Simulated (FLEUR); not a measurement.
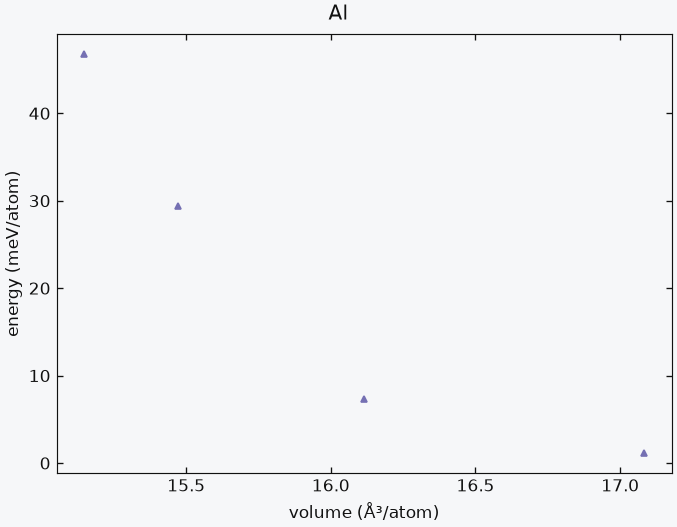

Plotted: energy against volume for Al, space group Im-3m (No. 229).

Cell as given: a = 2.756 Å, b = 2.756 Å, c = 2.756 Å, α = 109.47°, β = 109.47°, γ = 109.47°; 1 atom.

Computed with FLEUR MaX-R8.1 (later development tree): all-electron LAPW DFT, no spin polarisation; energies at scaled volumes of the given cell, shape and fractions fixed, counted from the fit's minimum, third-order Birch-Murnaghan fit. Level: SCAN.

- k mesh: 12×12×12
- occupations: Fermi–Dirac
- smearing width: 0.05 eV
- potentials: all electron
- program settings: basis FLAPW, kmax 4.15 1/bohr

The point at volume 16.76 Å³/atom is left out of the plot. What does the calculation give there?

| volume (Å³/atom) | energy (meV/atom) |
| --- | --- |
| 16.76 | 0.02 |
